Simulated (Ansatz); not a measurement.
Cell and atoms:

```yaml
crystal:
  lattice:
    - [3.05343, 0.00000, 0.00000]
    - [0.00000, 3.05343, 0.00000]
    - [0.00000, 0.00000, 3.05343]
  atoms:
    - { symbol: Ru, position: [0.00000, 0.00000, 0.00000] }
    - { symbol: Ru, position: [0.50000, 0.50000, 0.50000] }
```

**Work out the structure from the coordinates.**

The element is ruthenium. The atoms follow space group Im-3m (No. 229); the Bravais lattice is body-centred cubic. Among the common structure types it is body-centred cubic (W type). The cell holds two atoms. The neighbours of Ru are eight Ru in a cubic arrangement at 2.64 Å. Not all metal-metal contacts are counted. The bonds build a three-dimensional framework.

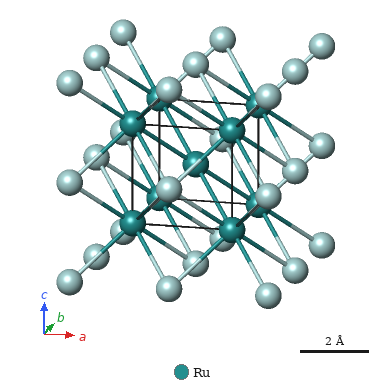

The image is a ball-and-stick drawing of a crystal, viewed slightly off an axis. The conventional unit cell is drawn as a box. Bonded atoms from the next cells complete the picture, in fainter colours.

Starting structure: a structure listed in the Materials Project, with elements exchanged, so it need not be a known form of the compound. This is the structure after a relaxation with DFT PBE, scalar-relativistic, plane waves, PAW in Ansatz 0.2.0.
